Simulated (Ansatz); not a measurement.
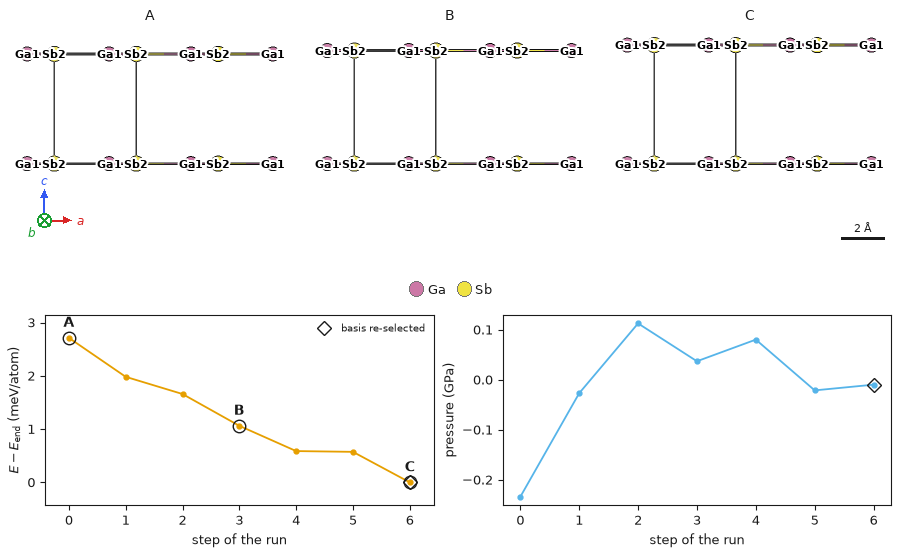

Frames of a relaxation of a crystal of GaSb (a generated structure, set up in P-6m2), marked on the history of the run. The picture is a ball-and-stick view of the cell of the calculation, repeated 2 × 1 × 1 with one cell outlined, seen along the b axis.

Level of theory: DFT PBE, scalar-relativistic, plane waves, PAW (Ansatz). Settings: plane-wave cutoff 420 eV; k-point mesh 12 × 12 × 12; occupations gaussian; smearing width 0.1 eV; no spin polarisation; cell and atoms relaxed; force threshold 0.01 eV/Å; at most 80 steps.

**Describe the path.**

No atom moves by more than 0.005 Å relative to the cell. The volume changes by +6.7 %, with a = b 4.479 → 4.450 Å (−0.6 %), c 5.194 → 5.613 Å (+8.1 %). Among the contacts that change: Ga1–Sb2 2.586 → 2.569 Å. The space group stays P-6m2 (No. 187). The energy falls by 2.7 meV per atom in 5 accepted moves (6 points after the start). All forces vanish by symmetry, so only the cell relaxes. The pressure goes from −0.23 to −0.01 GPa. The SCF was repeated once at an unchanged geometry on a basis and grid sized afresh for the cell, which shifted the energy by 0.6 meV per atom at most. Cost: 3.4 min on 1 thread of Intel(R) Xeon(R) Processor @ 2.70GHz (shared host), peak memory 0.59 GiB. From step 0 to 3: volume +1.8 %, energy −1.7 meV per atom. From step 3 to 6: volume +4.8 %, energy −1.1 meV per atom.

```tsv
step	E − E(0), meV/atom	pressure, GPa	volume, Å³/atom	note
0	0.00	-0.23	45.119	
1	-0.73	-0.03	44.918	
2	-1.05	0.11	45.017	
3	-1.65	0.04	45.945	
4	-2.12	0.08	47.964	
5	-2.14	-0.02	48.138	
6	-2.71	-0.01	48.138	same geometry, new basis
```
